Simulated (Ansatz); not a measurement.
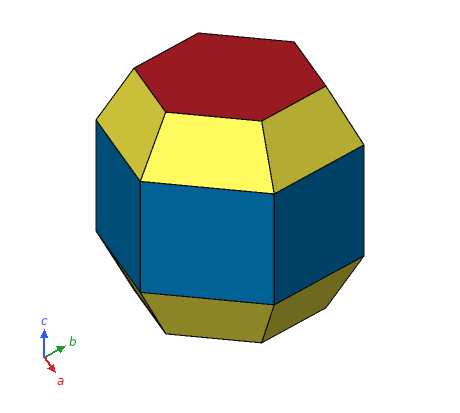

The shape was computed with the Donnay–Harker form of the Bravais–Friedel law: planes with larger spacing d grow more slowly and so show as larger faces; centring, glide planes and screw axes halve or divide d. Faces of one form share a colour. Cell of GaN: space group P6_3mc (No. 186), a = 3.180 Å, b = 3.180 Å, c = 5.166 Å, α = 90.00°, β = 90.00°, γ = 120.00°. Source: a calculation's input that goes back to an entry of the Crystallography Open Database (an earlier step may have relaxed or displaced it). Forms under 0.4 % of the area are left out. Forms are taken in the Laue class: a face and its opposite count as one form.

Q: Give the Miller indices of each colour.

A: blue: {100} (d = 2.75 Å, 41 % of the area); yellow: {101} (d = 2.43 Å, 40 % of the area); red: {002} (d = 2.58 Å, 20 % of the area).
